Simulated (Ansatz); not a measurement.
## Geometry relaxation, with input and output: TiAl$_{2}$ (part 2 of 2)

The same run, continued: TiAl$_{2}$ (Cmmm, 6 atoms in the cell); DFT r2SCAN, scalar-relativistic, plane waves, PAW, no spin polarisation (Ansatz 0.2.0); cutoff 500 eV, 10×10×10 k-mesh, Gaussian smearing of 0.1 eV. The structure derives from an entry of the Crystallography Open Database.

Geometry of the input (Å; fractional positions):
```
1.9519  -6.0335  0.0000
1.9519  6.0335  0.0000
0.0000  0.0000  3.9951
Ti 0.6568  0.3432  0.0000
Ti 0.3432  0.6568  0.0000
Al 0.0000  0.0000  0.0000
Al 0.8274  0.1726  0.5000
Al 0.1726  0.8274  0.5000
Al 0.5000  0.5000  0.5000
```

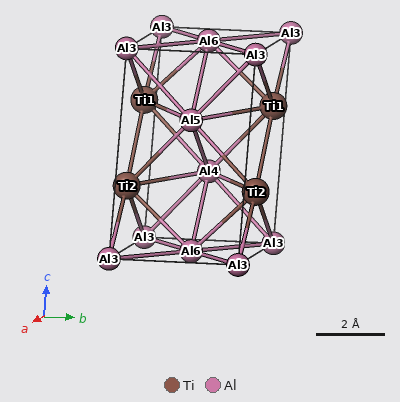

Figure 1. The geometry at step 2 of the log (ball-and-stick view of the reduced cell, seen slightly off an axis; atoms are numbered from 1 in the order of the input).

**Output, continued**
```
relax step   3: F+E_penalty+E_count = -7173.22654093 eV  Δ(F+E_penalty+E_count) = -4.527e-4 eV  max|allowed force component| = 1.137e-3 eV/Å  Δτ_max = 0.0049 Å  P = +0.002 GPa  Ω = 94.283 Å³  energy of the carried Pulay correction = -4.048e-5 eV  (6 SCF iters, dr2 threshold 2.19e-7 eV, accepted)
Initial wavefunctions: pseudopotential atomic-orbital guess (no wavefunctions were taken with the density)
iter 1 solved again at ethr=1.58e-7 eV; its pass at ethr=3.10e-3 eV (dr2=5.68e-5 eV) is discarded
SCF iter   1: F=—  HF=-7173.226599 eV  |F-HF|=—  |Δ(HF+E_count)|=         —  Δρ=1.83e-5  dr2=1.60e-8  dr2_τ=2.49e-8  ethr=1.58e-7  ⟨swp⟩=2.8  Hψ=33164  notcnv=0
eigensolver tolerance schedule: the retry pair's looser diagonalisation over-reported the residual by 3559.24 of it (diagonalisation noise at 0.22 of the residual, at the tolerance the schedule requests for it); recorded, not acted on — ethr = c·dr2/N_el stays at c = 1.0e-1
preconditioner: auto → Kerker (q_TF=auto, 2.324 Å⁻¹)  [metal: Δε(μ)=0.004 eV  Ē_g=5.144 eV  σ=0.100 eV  W_gap=0.02  n_scr=26 (ndim 8)  ℏωp=17.1 eV  f_vac=0.000  D(μ)=2.38/eV (n_scr^D=14)]
SCF iter   2: F=—  HF=-7173.226583 eV  |F-HF|=—  |Δ(HF+E_count)|=   1.62e-5  Δρ=9.31e-6  dr2=5.68e-9  dr2_τ=1.05e-8  ethr=4.43e-11  ⟨swp⟩=2.3  Hψ=7264  notcnv=0
SCF iter   3: F=—  HF=-7173.226583 eV  |F-HF|=—  |Δ(HF+E_count)|=   2.60e-7  Δρ=1.12e-6  dr2=1.73e-9  dr2_τ=9.27e-11  ethr=1.58e-11  ⟨swp⟩=2.0  Hψ=6326  notcnv=0
SCF iter   4: F=—  HF=-7173.226583 eV  |F-HF|=—  |Δ(HF+E_count)|=   1.21e-9  Δρ=7.14e-7  dr2=1.63e-10  dr2_τ=5.39e-11  ethr=4.81e-12  ⟨swp⟩=2.1  Hψ=5549  notcnv=0
SCF iter   5: F=-7173.226583 eV  HF=-7173.226583 eV  |F-HF|=2.36e-11  |Δ(HF+E_count)|=   1.33e-9  Δρ=1.44e-7  dr2=1.21e-11  dr2_τ=2.46e-12  ethr=1.00e-12  ⟨swp⟩=4.3  Hψ=14499  notcnv=0
SCF 4 converged in 5 iterations: F = -7173.226583 eV  dr2 = 1.21e-11
relax step   4: F+E_penalty+E_count = -7173.22658327 eV  Δ(F+E_penalty+E_count) = -4.234e-5 eV  max|allowed force component| = 1.149e-3 eV/Å  Δτ_max = 0.0000 Å  P = +0.002 GPa  Ω = 94.283 Å³  stress off target by 1.10e-2 GPa  SCF on the basis re-selected at this cell (its energy is not comparable with the rows above)  (5 SCF iters)
basis re-selected at this cell: Δ(F+E_penalty+E_count) = -4.234e-5 eV, ΔP = +0.000 GPa vs the last step (what re-selecting the basis moved, of the pressure what is left beyond the Pulay correction that the steps carried, after the strain that the cell walked since its last selection, with what the two solves' SCF thresholds leave and, on support functions, any second-order correction that the steps lacked; it is no measure of the basis error at this ecutwfc). This SCF's stress stands 1.10e-2 GPa from its target on what of the cell is left free (relax.cell.stress_tol is 5.00e-2 GPa) and its largest allowed force component is 1.15e-3 eV/Å (relax.f_tol is 5.00e-3 eV/Å): within both
SCF converged after 5 iterations
Free energy (F): -7173.226583 eV
Harris-Foulkes:  -7173.226583 eV  (|F-HF|=2.36e-11)
Internal energy: -7173.214678 eV  (E = F + TS)
E sigma→0 (E₀):  -7173.220631 eV
Entropy (-TS):   -0.011905 eV (-1.984 meV/atom)
Fermi energy:    10.458744 eV
--- Per-component energies (eV) ---
  E_band       = -344.618070
  E_kinetic    = 642.859051
  E_local      = -2324.169271  (includes V_loc(G=0)·N_el)
  E_nonlocal   = 55.744740
  E_hartree    = 1013.849429
  E_xc         = -335.350059
  E_vxc        = -393.472392  (∫ρ·V_xc dr)
  E_paw        = -4007.879383  (= ΣΔE_a)
  E_vpaw       = -376.329282  (= ΣTr[D̂ρ^β])
  E_aug_tail   = 0.000182  (compensation charges beyond the density's cutoff)
  E_vtau       = 23.050211  (kinetic-family band-sum trace: ∫τ·v_τ [+ j·A + Jᵃ·Aᵃ] dr)
  E_ewald      = -2217.522021
  E_core_change = -0.747346  (= ΣΔE_core)
  E_smearing   = -0.011905  (= −TS)
  E_closure    = 0.000000  (closes the sum)
  Σ components = -7173.226583   (vs F -7173.226583, Δ=0.00e0)
--- Forces (eV/Å), atoms counted from 1 ---
  atom   1  Ti    -0.00000000    -0.00114857    -0.00000000
  atom   2  Ti     0.00000000     0.00114857     0.00000000
  atom   3  Al     0.00000000     0.00000000     0.00000000
  atom   4  Al     0.00000000    -0.00017185     0.00000000
  atom   5  Al    -0.00000000     0.00017185    -0.00000000
  atom   6  Al     0.00000000     0.00000000     0.00000000
  max |Σ_I F_I| component: 2.17e-19 eV/Å
--- Stress (GPa, compression-positive) ---
        0.002338      -0.000000       0.000000
       -0.000000       0.010984      -0.000000
        0.000000      -0.000000      -0.008021
  P = ⅓ Tr σ = 0.0018 GPa (0.018 kbar)
--- Band table (eV; the first three rows and the last of 186) ---
  k-point 0: bands = ["-48.6188", "-48.5868", "-23.9313", "-23.8957", "-23.8799", "-23.8563", "-23.7514", "-23.7084", "-0.2401", "4.0348", "4.1133", "8.1476", "8.4097", "8.6721", "8.6831", "9.6442", "9.8176", "9.9980", "10.8727", "11.0436", "11.2857", "11.5408", "11.6726", "13.6492"]
  k-point 1: bands = ["-48.6187", "-48.5868", "-23.9334", "-23.8973", "-23.8796", "-23.8562", "-23.7513", "-23.7083", "-0.1390", "4.0847", "4.2070", "7.1509", "8.6554", "8.7242", "8.8081", "9.6873", "9.7154", "10.3005", "10.5578", "10.9338", "11.4169", "11.7164", "11.8446", "13.7716"]
  k-point 2: bands = ["-48.6185", "-48.5866", "-23.9386", "-23.9015", "-23.8790", "-23.8558", "-23.7510", "-23.7080", "0.1605", "4.2129", "4.4828", "5.9059", "8.4693", "8.6111", "8.8760", "9.4197", "9.9184", "10.4087", "10.7965", "10.8561", "11.1141", "11.8090", "12.7066", "13.4675"]
  k-point 185: bands = ["-48.6171", "-48.5870", "-23.9502", "-23.9148", "-23.8599", "-23.8562", "-23.7488", "-23.7250", "2.3456", "3.0164", "3.2967", "5.2113", "8.1501", "8.3160", "8.3504", "9.5127", "10.5635", "11.4100", "11.5507", "11.9453", "12.1283", "12.2296", "12.2512", "12.8942"]
--- Relaxed structure (3 steps of the walk, 3 accepted, 1 SCFs on fresh bases) ---
  F+E_penalty+E_count = -7173.22658327 eV   max|allowed force component| = 1.149e-3 eV/Å   (the final SCF, on the basis selected at the relaxed cell)
  cell:  # Å, volume = 94.2832 Å³
    - [1.9566755061831569, -6.033943691371362, -7.138112148315225e-34]
    - [1.9566755061831569, 6.033943691371362, 5.260983777705439e-35]
    - [-6.766460004948967e-34, 2.5374225018558627e-34, 3.992863480997549]
  atoms:
    - { symbol: Ti, position: [0.6564175581448898, 0.3435824418551101, 0.0] }
    - { symbol: Ti, position: [0.3435824418551101, 0.6564175581448898, 2.1382117680737565e-50] }
    - { symbol: Al, position: [2.0593137957109331e-35, 6.129169697882657e-36, 5.147557589468029e-85] }
    - { symbol: Al, position: [0.8274221862713094, 0.17257781372869047, 0.5] }
    - { symbol: Al, position: [0.17257781372869047, 0.8274221862713094, 0.5] }
    - { symbol: Al, position: [0.49999999999999994, 0.49999999999999994, 0.5] }
```

**Trajectory as extended XYZ (Å, eV, eV/Å), 4 frames, from step=1 to step=4**
```
6
Lattice="1.9520 -6.0335 0.0000 1.9520 6.0335 0.0000 0.0000 0.0000 3.9951" Properties=species:S:1:pos:R:3:forces:R:3 step=1 energy=-7173.22599 pressure_GPa=0.23
Ti    1.9520   -1.8924    0.0000    0.0000   0.0546   0.0000
Ti    1.9520    1.8924    0.0000    0.0000  -0.0546   0.0000
Al    0.0000    0.0000    0.0000    0.0000   0.0000   0.0000
Al    1.9520   -3.9505    1.9975    0.0000  -0.0172   0.0000
Al    1.9520    3.9505    1.9975    0.0000   0.0172   0.0000
Al    1.9520    0.0000    1.9975    0.0000   0.0000   0.0000
6
Lattice="1.9589 -6.0367 0.0000 1.9589 6.0367 0.0000 0.0000 0.0000 3.9936" Properties=species:S:1:pos:R:3:forces:R:3 step=2 energy=-7173.22609 pressure_GPa=-0.20
Ti    1.9589   -1.8836    0.0000    0.0000  -0.0592   0.0000
Ti    1.9589    1.8836    0.0000    0.0000   0.0592   0.0000
Al    0.0000    0.0000    0.0000    0.0000   0.0000   0.0000
Al    1.9589   -3.9533    1.9968    0.0000   0.0121   0.0000
Al    1.9589    3.9533    1.9968    0.0000  -0.0121   0.0000
Al    1.9589    0.0000    1.9968    0.0000   0.0000   0.0000
6
Lattice="1.9567 -6.0339 0.0000 1.9567 6.0339 0.0000 0.0000 0.0000 3.9929" Properties=species:S:1:pos:R:3:forces:R:3 step=3 energy=-7173.22654 pressure_GPa=0.00
Ti    1.9567   -1.8876    0.0000    0.0000  -0.0011   0.0000
Ti    1.9567    1.8876    0.0000    0.0000   0.0011   0.0000
Al    0.0000    0.0000    0.0000    0.0000   0.0000   0.0000
Al    1.9567   -3.9513    1.9964    0.0000  -0.0002   0.0000
Al    1.9567    3.9513    1.9964    0.0000   0.0002   0.0000
Al    1.9567    0.0000    1.9964    0.0000   0.0000   0.0000
6
Lattice="1.9567 -6.0339 0.0000 1.9567 6.0339 0.0000 0.0000 0.0000 3.9929" Properties=species:S:1:pos:R:3:forces:R:3 step=4 energy=-7173.22658 pressure_GPa=0.00
Ti    1.9567   -1.8876    0.0000    0.0000  -0.0011   0.0000
Ti    1.9567    1.8876    0.0000    0.0000   0.0011   0.0000
Al    0.0000    0.0000    0.0000    0.0000   0.0000   0.0000
Al    1.9567   -3.9513    1.9964    0.0000  -0.0002   0.0000
Al    1.9567    3.9513    1.9964    0.0000   0.0002   0.0000
Al    1.9567    0.0000    1.9964    0.0000   0.0000   0.0000
```

**Key numbers**

```json
{"quantity": "outcome", "value": "converged"}
{"quantity": "space group (tolerance 0.01 Å)", "value": "Cmmm (65)"}
{"quantity": "electrons treated", "value": "36"}
{"quantity": "free energy", "value": "−7173.2266 eV"}
{"quantity": "Fermi energy", "value": "10.459 eV"}
{"quantity": "gap on the k-point mesh", "value": "none (metallic)"}
{"quantity": "pressure", "value": "0.00 GPa"}
{"quantity": "final volume", "value": "94.28 Å³"}
{"quantity": "largest force (length of the vector) at the end", "value": "0.001 eV/Å"}
{"quantity": "final cell", "value": "a = 6.343 Å, b = 6.343 Å, c = 3.993 Å, α = 90.00°, β = 90.00°, γ = 144.07°"}
{"quantity": "hardware", "value": "2 threads of Intel Xeon @ 2.50GHz (Skylake/Cascade Lake), 128 GiB of memory available, shared host"}
{"quantity": "wall time", "value": "92 s (CPU time 3 min)"}
{"quantity": "peak memory", "value": "1 GiB"}
```
